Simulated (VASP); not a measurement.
**Geometry relaxation, with input and output: PtS₂ (part 4 of 4)**

PtS₂ (P-3m1, 3 atoms in the cell); Kohn-Sham DFT of a periodic cell, BLYP with D3, VASP PAW PBE potentials, recommended, no spin polarisation (VASP 6.6.1); cutoff 600 eV, 9×9×5 k-mesh, fermi-dirac of 0.05 eV. The structure derives from an entry of the Crystallography Open Database.

Geometry of the input (Å; fractional positions):
```
3.5432  0.0000  0.0000
-1.7716  3.0685  0.0000
0.0000  0.0000  5.0388
Pt 0.0000  0.0000  0.0000
S  0.6667  0.3333  0.7730
S  0.3333  0.6667  0.2270
```

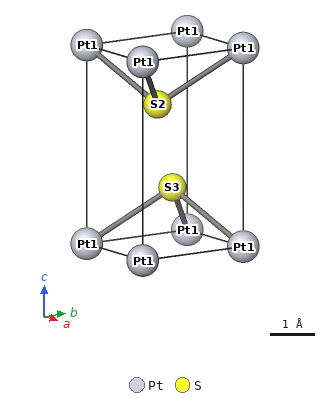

Fig. 1: The geometry at step 12 of the log (ball-and-stick view of the cell of the calculation, seen slightly off an axis; atoms are numbered from 1 in the order of the input).

**Parts of OUTCAR, continued**
```
  FORCE on cell =-STRESS in cart. coord.  units (eV):
  Direction    XX          YY          ZZ          XY          YZ          ZX
  --------------------------------------------------------------------------------------
  -------------------------------------------------------------------------------------
  Total       0.03677     0.03677     0.01811     0.00000     0.00000     0.00000
  in kB       1.11111     1.11111     0.54742     0.00000     0.00000     0.00000
  external pressure =        0.92 kB  Pullay stress =        0.00 kB

 VOLUME and BASIS-vectors are now :
 -----------------------------------------------------------------------------
  energy-cutoff  :      600.00
  volume of cell :       53.02
      direct lattice vectors                 reciprocal lattice vectors
     3.664341480 -0.000000000  0.000000000     0.272900330  0.157559079  0.000000000
    -1.832170740  3.173412810 -0.000000000     0.000000000  0.315118158  0.000000000
     0.000000000 -0.000000000  4.559234908    -0.000000000 -0.000000000  0.219335046

 POSITION                                       TOTAL-FORCE (eV/Angst)
 -----------------------------------------------------------------------------------
      0.00000      0.00000      0.00000        -0.000000      0.000000     -0.000000
      1.83217      1.05780      3.35021         0.000000     -0.000000      0.003760
     -0.00000      2.11561      1.20902        -0.000000      0.000000     -0.003760
 -----------------------------------------------------------------------------------
    total drift:                                0.000000     -0.000000      0.000000

  FREE ENERGIE OF THE ION-ELECTRON SYSTEM (eV)
  ---------------------------------------------------
  free  energy   TOTEN  =       -15.1350983713 eV

  energy  without entropy=      -15.1334127103  energy(sigma->0) =      -15.13425554

--------------------------------------- Ionic step       24  -------------------------------------------

 number of electron      22.0000004 magnetization

 Free energy of the ion-electron system (eV)
  ---------------------------------------------------
  ext. energy  EPLUGINS =         0.00000000
  ---------------------------------------------------
  free energy    TOTEN  =       -13.05194244 eV

  energy without entropy =      -13.05025150  energy(sigma->0) =      -13.05109697

 E-fermi :   7.9144     XC(G=0): -10.3395     alpha+bet :-12.4385

 val. band max:        7.7633657402   @ k =   0.0000   0.1111   0.2000
 cond. band min:       8.0372384191   @ k =  -0.1111   0.3333   0.4000
 fundamental gap:      0.2738726790
 Fermi energy:         7.9144399416

 k-point     1 :       0.0000    0.0000    0.0000
  band No.  band energies     occupation
      1      -7.5757      2.00000
      2      -4.2372      2.00000
      3       0.8566      2.00000
      4       1.3247      2.00000
      5       1.3247      2.00000
      6       4.0851      2.00000
      7       4.0851      2.00000
      8       5.6956      2.00000
      9       6.4499      2.00000
     10       6.4499      2.00000
     11       8.1685      0.01234
     12       8.9100      0.00000
     13       8.9100      0.00000
     14      11.7938      0.00000
     15      12.6602      0.00000

 k-point     2 :       0.1111   -0.0000    0.0000
  band No.  band energies     occupation
      1      -7.4366      2.00000
      2      -4.3502      2.00000
      3       1.0182      2.00000
      4       1.4196      2.00000
      5       1.5148      2.00000
      6       3.8661      2.00000
      7       3.9749      2.00000
      8       5.2731      2.00000
      9       6.2736      2.00000
     10       6.3387      2.00000
     11       7.5595      1.99835
     12       9.0242      0.00000
     13       9.2456      0.00000
     14      12.4770      0.00000
     15      13.1956      0.00000

 k-point     3 :       0.2222    0.0000    0.0000
  band No.  band energies     occupation
      1      -7.0438      2.00000
      2      -4.6288      2.00000
      3       1.4498      2.00000
      4       1.6704      2.00000
      5       2.0071      2.00000
      6       3.0521      2.00000
      7       3.7696      2.00000
      8       4.6568      2.00000
      9       5.9509      2.00000
     10       5.9770      2.00000
     11       6.7141      2.00000
     12       9.3859      0.00000
     13       9.3910      0.00000
     14      13.3250      0.00000
     15      14.0285      0.00000

 k-point     4 :       0.3333    0.0000    0.0000
  band No.  band energies     occupation
      1      -6.4778      2.00000
      2      -4.9741      2.00000
      3       1.5865      2.00000
      4       1.9620      2.00000
      5       2.1841      2.00000
      6       2.9343      2.00000
      7       3.7039      2.00000
      8       4.3870      2.00000
      9       5.3517      2.00000
     10       5.5329      2.00000
     11       5.9233      2.00000
     12       9.0546      0.00000
     13       9.8518      0.00000
     14      13.1839      0.00000
     15      14.9796      0.00000

 k-point     5 :       0.4444    0.0000    0.0000
  band No.  band energies     occupation
      1      -5.8851      2.00000
      2      -5.3584      2.00000
      3       0.8894      2.00000
      4       2.1312      2.00000
      5       2.6319      2.00000
      6       3.8387      2.00000
      7       3.9161      2.00000
      8       4.2405      2.00000
      9       4.7471      2.00000
     10       4.9676      2.00000
     11       5.2319      2.00000
     12       8.6534      0.00000
     13      10.1684      0.00000
     14      13.2555      0.00000
     15      14.7599      0.00000

 [... the levels of 18 k-points are left out ...]

 k-point    24 :      -0.1111    0.3333    0.2000
  band No.  band energies     occupation
      1      -6.5598      2.00000
      2      -4.9759      2.00000
      3       1.2121      2.00000
      4       1.7042      2.00000
      5       2.1468      2.00000
      6       3.0597      2.00000
      7       3.6721      2.00000
      8       4.6511      2.00000
      9       5.6117      2.00000
     10       6.0753      2.00000
     11       7.1443      2.00000
     12       8.4195      0.00008
     13       9.0969      0.00000
     14      12.7995      0.00000
     15      14.4902      0.00000

 [... further k-points ...]

------------------------ aborting loop because EDIFF is reached ----------------------------------------

 Edisp (eV)   -2.08317

 E8    (eV) :    -1.4692

  FORCE on cell =-STRESS in cart. coord.  units (eV):
  Direction    XX          YY          ZZ          XY          YZ          ZX
  --------------------------------------------------------------------------------------
  -------------------------------------------------------------------------------------
  Total      -0.00396    -0.00396    -0.00437     0.00000     0.00000     0.00000
  in kB      -0.11949    -0.11949    -0.13185     0.00000     0.00000     0.00000
  external pressure =       -0.12 kB  Pullay stress =        0.00 kB

 VOLUME and BASIS-vectors are now :
 -----------------------------------------------------------------------------
  energy-cutoff  :      600.00
  volume of cell :       53.05
      direct lattice vectors                 reciprocal lattice vectors
     3.665541516 -0.000000000  0.000000000     0.272810987  0.157507497  0.000000000
    -1.832770758  3.174452072 -0.000000000     0.000000000  0.315014994  0.000000000
     0.000000000 -0.000000000  4.559298067    -0.000000000 -0.000000000  0.219332008

 POSITION                                       TOTAL-FORCE (eV/Angst)
 -----------------------------------------------------------------------------------
      0.00000      0.00000      0.00000         0.000000      0.000000      0.000000
      1.83277      1.05815      3.35038         0.000000     -0.000000      0.007775
     -0.00000      2.11630      1.20892        -0.000000      0.000000     -0.007775
 -----------------------------------------------------------------------------------
    total drift:                               -0.000000      0.000000      0.000000

  FREE ENERGIE OF THE ION-ELECTRON SYSTEM (eV)
  ---------------------------------------------------
  free  energy   TOTEN  =       -15.1351104928 eV

  energy  without entropy=      -15.1334195528  energy(sigma->0) =      -15.13426502

 reached required accuracy - stopping structural energy minimisation
```

**CONTCAR**
```
PtS2
   1.00000000000000
     3.6655415160605056   -0.0000000000000000    0.0000000000000001
    -1.8327707580302528    3.1744520715470106   -0.0000000000000000
     0.0000000000000000   -0.0000000000000001    4.5592980668037537
  Pt              S
     1     2
Direct
     0.0000000000000000    0.0000000000000000    0.0000000000000000
     0.6666666667000030    0.3333333332999970    0.7348454137699775
     0.3333333332999970    0.6666666667000030    0.2651545862300226

  0.00000000E+00  0.00000000E+00  0.00000000E+00
  0.00000000E+00  0.00000000E+00  0.00000000E+00
  0.00000000E+00  0.00000000E+00  0.00000000E+00
```

**Trajectory as extended XYZ (Å, eV, eV/Å), 24 frames, from step=0 to step=23**
```
3
Lattice="3.5432 0.0000 0.0000 -1.7716 3.0685 0.0000 0.0000 0.0000 5.0388" Properties=species:S:1:pos:R:3:forces:R:3 step=0 energy=-14.74893
Pt    0.0000    0.0000    0.0000    0.0000   0.0000   0.0000
S     1.7716    1.0228    3.8950    0.0000   0.0000  -1.9548
S     0.0000    2.0457    1.1438    0.0000   0.0000   1.9548
3
Lattice="3.8841 0.0000 0.0000 -1.9421 3.3637 -0.0000 0.0000 0.0000 5.3113" Properties=species:S:1:pos:R:3:forces:R:3 step=1 energy=-14.36749
Pt    3.8841    0.0000    0.0000    0.0000   0.0000   0.0000
S     1.9421    1.1213    4.0063    0.0000   0.0000   1.2913
S     0.0000    2.2425    1.3051    0.0000   0.0000  -1.2913
3
Lattice="3.6687 0.0000 0.0000 -1.8344 3.1772 -0.0000 0.0000 0.0000 5.1391" Properties=species:S:1:pos:R:3:forces:R:3 step=2 energy=-15.03372
Pt    0.0000    0.0000    0.0000    0.0000   0.0000   0.0000
S     1.8344    1.0591    3.9340    0.0000   0.0000  -0.2866
S     0.0000    2.1181    1.2051    0.0000   0.0000   0.2866
3
Lattice="3.6629 0.0000 0.0000 -1.8314 3.1722 -0.0000 0.0000 0.0000 5.1345" Properties=species:S:1:pos:R:3:forces:R:3 step=3 energy=-15.03451
Pt    0.0000    0.0000    0.0000    0.0000   0.0000   0.0000
S     1.8314    1.0574    3.9321    0.0000   0.0000  -0.3480
S     0.0000    2.1148    1.2024    0.0000   0.0000   0.3480
3
Lattice="3.6605 0.0000 0.0000 -1.8302 3.1701 -0.0000 0.0000 0.0000 5.1326" Properties=species:S:1:pos:R:3:forces:R:3 step=4 energy=-15.03449
Pt    0.0000    0.0000    0.0000    0.0000   0.0000   0.0000
S     1.8302    1.0567    3.9313    0.0000   0.0000  -0.3729
S     0.0000    2.1134    1.2013    0.0000   0.0000   0.3729
3
Lattice="3.6494 -0.0000 0.0000 -1.8247 3.1604 -0.0000 0.0000 0.0000 5.1156" Properties=species:S:1:pos:R:3:forces:R:3 step=5 energy=-15.04677
Pt    3.6494    0.0000    0.0000    0.0000   0.0000   0.0000
S     1.8247    1.0535    3.9026    0.0000   0.0000  -0.2923
S     0.0000    2.1070    1.2130    0.0000   0.0000   0.2923
3
Lattice="3.6160 -0.0000 0.0000 -1.8080 3.1316 -0.0000 0.0000 0.0000 5.0647" Properties=species:S:1:pos:R:3:forces:R:3 step=6 energy=-15.06485
Pt   -1.8080    3.1316    0.0000    0.0000   0.0000   0.0000
S     1.8080    1.0438    3.8173    0.0000   0.0000  -0.0510
S     0.0000    2.0877    1.2475    0.0000   0.0000   0.0510
3
Lattice="3.6250 -0.0000 0.0000 -1.8125 3.1393 -0.0000 0.0000 -0.0000 5.0137" Properties=species:S:1:pos:R:3:forces:R:3 step=7 energy=-15.07571
Pt    3.6250    0.0000    0.0000    0.0000   0.0000   0.0000
S     1.8125    1.0464    3.7665    0.0000   0.0000   0.0056
S     0.0000    2.0929    1.2472    0.0000   0.0000  -0.0056
3
Lattice="3.6518 -0.0000 0.0000 -1.8259 3.1626 0.0000 0.0000 -0.0000 4.8606" Properties=species:S:1:pos:R:3:forces:R:3 step=8 energy=-15.10047
Pt    0.0000    0.0000    0.0000    0.0000   0.0000   0.0000
S     1.8259    1.0542    3.6152    0.0000   0.0000   0.1625
S     0.0000    2.1084    1.2454    0.0000   0.0000  -0.1625
3
Lattice="3.7056 -0.0000 0.0000 -1.8528 3.2091 0.0000 0.0000 -0.0000 4.5545" Properties=species:S:1:pos:R:3:forces:R:3 step=9 energy=-15.10073
Pt    3.7056    0.0000    0.0000    0.0000   0.0000   0.0000
S     1.8528    1.0697    3.3174    0.0000   0.0000   0.5089
S     0.0000    2.1394    1.2371    0.0000   0.0000  -0.5089
3
Lattice="3.6706 -0.0000 0.0000 -1.8353 3.1789 0.0000 0.0000 -0.0000 4.7535" Properties=species:S:1:pos:R:3:forces:R:3 step=10 energy=-15.11139
Pt   -1.8353    3.1789    0.0000    0.0000   0.0000   0.0000
S     1.8353    1.0596    3.5132    0.0000   0.0000   0.2387
S     0.0000    2.1192    1.2404    0.0000   0.0000  -0.2387
3
Lattice="3.6702 -0.0000 0.0000 -1.8351 3.1784 0.0000 0.0000 -0.0000 4.7211" Properties=species:S:1:pos:R:3:forces:R:3 step=11 energy=-15.11730
Pt    3.6702    0.0000    0.0000    0.0000   0.0000   0.0000
S     1.8351    1.0595    3.4841    0.0000   0.0000   0.2188
S     0.0000    2.1190    1.2371    0.0000   0.0000  -0.2188
3
Lattice="3.6687 -0.0000 0.0000 -1.8343 3.1772 0.0000 0.0000 -0.0000 4.6238" Properties=species:S:1:pos:R:3:forces:R:3 step=12 energy=-15.13006
Pt    0.0000    0.0000    0.0000    0.0000   0.0000   0.0000
S     1.8343    1.0591    3.3970    0.0000   0.0000   0.1719
S     0.0000    2.1181    1.2268    0.0000   0.0000  -0.1719
3
Lattice="3.6658 -0.0000 0.0000 -1.8329 3.1747 0.0000 0.0000 -0.0000 4.4293" Properties=species:S:1:pos:R:3:forces:R:3 step=13 energy=-15.12139
Pt    3.6658    0.0000    0.0000    0.0000   0.0000   0.0000
S     1.8329    1.0582    3.2243    0.0000   0.0000   0.1429
S     0.0000    2.1164    1.2050    0.0000   0.0000  -0.1429
3
Lattice="3.6678 -0.0000 0.0000 -1.8339 3.1764 0.0000 0.0000 -0.0000 4.5657" Properties=species:S:1:pos:R:3:forces:R:3 step=14 energy=-15.13337
Pt    0.0000    0.0000    0.0000    0.0000   0.0000   0.0000
S     1.8339    1.0588    3.3461    0.0000   0.0000   0.1433
S     0.0000    2.1176    1.2196    0.0000   0.0000  -0.1433
3
Lattice="3.6677 -0.0000 0.0000 -1.8338 3.1763 0.0000 0.0000 -0.0000 4.5556" Properties=species:S:1:pos:R:3:forces:R:3 step=15 energy=-15.13347
Pt    3.6677    0.0000    0.0000    0.0000   0.0000   0.0000
S     1.8338    1.0588    3.3371    0.0000   0.0000   0.1410
S     0.0000    2.1175    1.2185    0.0000   0.0000  -0.1410
3
Lattice="3.6654 -0.0000 0.0000 -1.8327 3.1743 0.0000 0.0000 -0.0000 4.5636" Properties=species:S:1:pos:R:3:forces:R:3 step=16 energy=-15.13412
Pt   -1.8327    3.1743    0.0000    0.0000   0.0000   0.0000
S     1.8327    1.0581    3.3459    0.0000   0.0000   0.1103
S     0.0000    2.1162    1.2176    0.0000   0.0000  -0.1103
3
Lattice="3.6620 -0.0000 0.0000 -1.8310 3.1714 0.0000 0.0000 -0.0000 4.5754" Properties=species:S:1:pos:R:3:forces:R:3 step=17 energy=-15.13464
Pt    0.0000    0.0000    0.0000    0.0000   0.0000   0.0000
S     1.8310    1.0571    3.3591    0.0000   0.0000   0.0648
S     0.0000    2.1142    1.2163    0.0000   0.0000  -0.0648
3
Lattice="3.6606 -0.0000 0.0000 -1.8303 3.1701 0.0000 0.0000 -0.0000 4.5803" Properties=species:S:1:pos:R:3:forces:R:3 step=18 energy=-15.13469
Pt   -1.8303    3.1701    0.0000    0.0000   0.0000   0.0000
S     1.8303    1.0567    3.3646    0.0000   0.0000   0.0460
S     0.0000    2.1134    1.2157    0.0000   0.0000  -0.0460
3
Lattice="3.6612 -0.0000 0.0000 -1.8306 3.1707 -0.0000 0.0000 -0.0000 4.5767" Properties=species:S:1:pos:R:3:forces:R:3 step=19 energy=-15.13482
Pt    0.0000    0.0000    0.0000    0.0000   0.0000   0.0000
S     1.8306    1.0569    3.3621    0.0000   0.0000   0.0386
S     0.0000    2.1138    1.2145    0.0000   0.0000  -0.0386
3
Lattice="3.6632 -0.0000 0.0000 -1.8316 3.1724 -0.0000 0.0000 -0.0000 4.5657" Properties=species:S:1:pos:R:3:forces:R:3 step=20 energy=-15.13506
Pt    3.6632    0.0000    0.0000    0.0000   0.0000   0.0000
S     1.8316    1.0575    3.3546    0.0000   0.0000   0.0163
S     0.0000    2.1149    1.2111    0.0000   0.0000  -0.0163
3
Lattice="3.6671 -0.0000 0.0000 -1.8336 3.1758 -0.0000 0.0000 -0.0000 4.5437" Properties=species:S:1:pos:R:3:forces:R:3 step=21 energy=-15.13490
Pt    0.0000    0.0000    0.0000    0.0000   0.0000   0.0000
S     1.8336    1.0586    3.3396    0.0000   0.0000  -0.0277
S     0.0000    2.1172    1.2041    0.0000   0.0000   0.0277
3
Lattice="3.6643 -0.0000 0.0000 -1.8322 3.1734 -0.0000 0.0000 -0.0000 4.5592" Properties=species:S:1:pos:R:3:forces:R:3 step=22 energy=-15.13510
Pt    0.0000    0.0000    0.0000    0.0000   0.0000   0.0000
S     1.8322    1.0578    3.3502    0.0000   0.0000   0.0038
S     0.0000    2.1156    1.2090    0.0000   0.0000  -0.0038
3
Lattice="3.6655 -0.0000 0.0000 -1.8328 3.1745 -0.0000 0.0000 -0.0000 4.5593" Properties=species:S:1:pos:R:3:forces:R:3 step=23 energy=-15.13511
Pt    0.0000    0.0000    0.0000    0.0000   0.0000   0.0000
S     1.8328    1.0582    3.3504    0.0000   0.0000   0.0078
S     0.0000    2.1163    1.2089    0.0000   0.0000  -0.0078
```

**Summary**

```tsv
quantity	value
outcome	converged
space group (tolerance 0.01 Å)	P-3m1 (164)
electrons treated	22
free energy	−15.1351 eV
dispersion energy	−2.0832 eV
Fermi energy	7.914 eV
gap on the k-point mesh	none (metallic)
pressure	−0.01 GPa
final volume	53.05 Å³
largest force (length of the vector) at the end	0.008 eV/Å
final cell	a = 3.666 Å, b = 3.666 Å, c = 4.559 Å, α = 90.00°, β = 90.00°, γ = 120.00°
hardware	1 thread of Intel Xeon (Granite Rapids), 64 GiB of memory available, shared host
wall time	5.9 min
peak memory	0.24 GiB
```

**Notes**

Spin–orbit coupling is left out, which matters for Pt.
